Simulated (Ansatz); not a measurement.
CuAu

Input file:

```
crystal:
  lattice:
    - [1.4620466157, 0.8441130071, 4.3121794307]
    - [-1.4620466157, 0.8441130071, 4.3121794307]
    - [0.0, -1.6882260143, 4.3121794307]
  atoms:
    - { symbol: Au, position: [0.0, 0.0, 0.0] }
    - { symbol: Cu, position: [0.5, 0.5, 0.5] }
hamiltonian:
  xc: hse06
  pseudopotentials: { kind: paw }
kpoints:
  mp_grid: { grid: [6, 6, 6] }
scf:
  occupations: { method: fermi_dirac, width: 0.05 }
output:
  forces: true
  stress: true
  eigenvalues: true
  write_density: true
  write_potential: true
  elf: true
  volumetric_format: npy
```

Below, planes, directions and counts refer to the conventional cell (a = 2.92 Å, b = 2.92 Å, c = 12.94 Å, α = 90.00°, β = 90.00°, γ = 120.00°).

Space group R-3m; a structure from a database of computed crystals, not necessarily the ambient phase; computed pressure about −6 GPa in this cell.

The calculation used Ansatz 0.2.0, Kohn-Sham DFT of a periodic cell, HSE06, Ansatz PAW.

**What can the converged valence pseudo-density and electron localisation function tell about the bonding?**

Cu–Cu (2.92 Å): ρ is about 0.11 e/Å³ halfway; the ELF is about 0.15 at the midpoint (no localised pair shows between them).
Au–Au (2.92 Å): ρ is about 0.26 e/Å³ halfway; the ELF is about 0.20 at the midpoint; no shared electron pair shows on this line.

**Does the calculation make it a metal, or give it a gap?**

It is gapless in this calculation (a metal or semimetal).

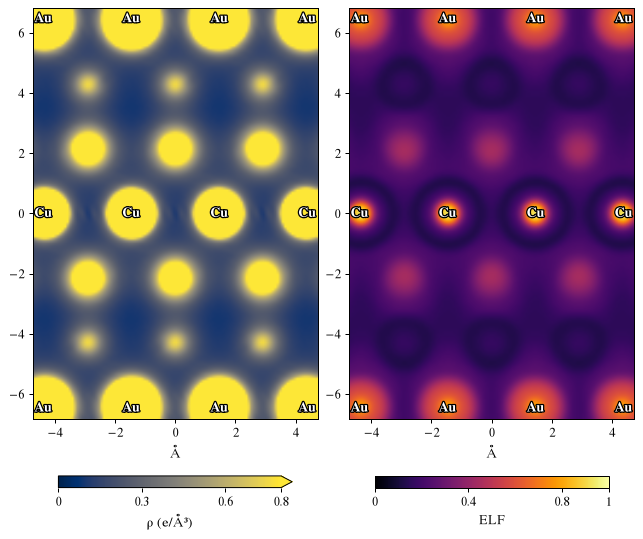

Computed valence pseudo-density and electron localisation function on the (010) plane of the conventional cell, in this order. Atoms just off the plane (Au, 0.8 Å away and Cu, 0.8 Å away) can leave unmarked features too.
